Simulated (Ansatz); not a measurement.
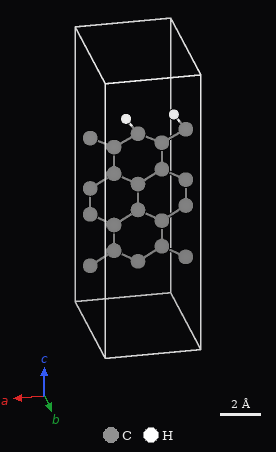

This is the input geometry for a constrained relaxation of a slab of composition HC₈ (cut from the P6/mmm phase). The picture is a ball-and-stick view of the 2 repeat of the cell, with the vacuum cut short, seen from a free direction.

Case: H put at a bridge C-C site. The slab is the (1 0 0) face of C with H on it. 4 atoms are held fixed.

Method: DFT PBEsol, scalar-relativistic, plane waves, PAW (Ansatz).

The input:
```yaml
crystal:
  lattice:
    - [2.458814022, 0.0, 0.0]
    - [0.0, 8.5228814198, 0.0]
    - [0.0, 0.0, 26.0979846874]
  atoms:
    - { symbol: C, position: [0.0, 0.0, 0.3256956467] }
    - { symbol: C, position: [0.5, 0.0, 0.3528930904] }
    - { symbol: C, position: [0.5, 0.0, 0.4072879777] }
    - { symbol: C, position: [0.0, 0.0, 0.4344854214] }
    - { symbol: C, position: [0.0, 0.0, 0.4894078329] }
    - { symbol: C, position: [0.5, 0.0, 0.5160372344] }
    - { symbol: C, position: [0.5, 0.0, 0.5724452402] }
    - { symbol: C, position: [0.0, 0.0, 0.5961494183] }
    - { symbol: H, position: [0.25, 1.0, 0.629868497] }
basis:
  ecutwfc: 420
kpoints:
  mp_grid: { grid: [12, 4, 1] }
hamiltonian:
  xc: pbesol
scf:
  occupations: { method: gaussian, width: 0.1 }
output:
  forces: true
  eigenvalues: true
  write_density: true
  write_potential: true
  elf: true
  volumetric_format: npy
relax:
  adjacent_minimum: "off"
  f_tol: 0.03
  max_steps: 70
  constraints: [{ sites: [0, 1, 2, 3] }]
efield:
  axis: 3
  dipole_correction: true
  ramp_width: 0.04
```

Run as
```bash
ansatz run input.yaml --threads 1 --pin off --max-ram 2560MiB --backend cpu --events-out ev --progress --plain --runs-dir out
```

What does the optimiser find from here?

Answer. Over 4 accepted moves (5 points after the start) the energy falls by 1.360 eV per cell of the calculation. The largest force component goes from 4.4 to 0.029 eV/Å. 1 step only repeated the SCF at the same geometry. The atom that moves furthest is H9 (0.66 Å). Largest moves by element: H 0.66 Å, C 0.03 Å. The cell doesn't change. Near-neighbour distances that change, for instance: C6–C7 1.472 → 1.440 Å, C7–C8 1.376 → 1.404 Å, C8–H9 1.073 → 1.096 Å, C5–C6 1.412 → 1.417 Å. Bond angles that change, for instance: C7–C8–H9 81.8° → 118.8°, C7–C8–H9 151.6° → 119.0°, C8–C7–C8 126.6° → 122.2°.

History of the run:

| step | E − E(0), meV/atom | largest force component, eV/Å | note |
| --- | --- | --- | --- |
| 0 | 0.00 | 4.4163 |  |
| 1 | -80.09 | 2.3205 |  |
| 2 | -133.47 | 1.2523 |  |
| 3 | -147.10 | 0.5669 |  |
| 4 | -151.06 | 0.0268 |  |
| 5 | -151.06 | 0.0287 | same geometry, SCF repeated |

The end point in the same view:

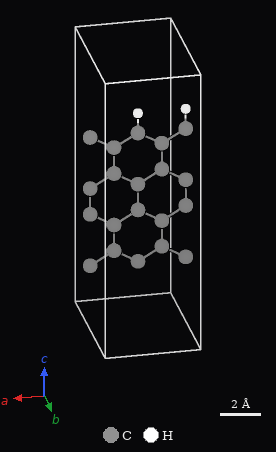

Limits of the set-up: the periodic images lie only 2.5 Å apart, so the values are limited by the cell's size.
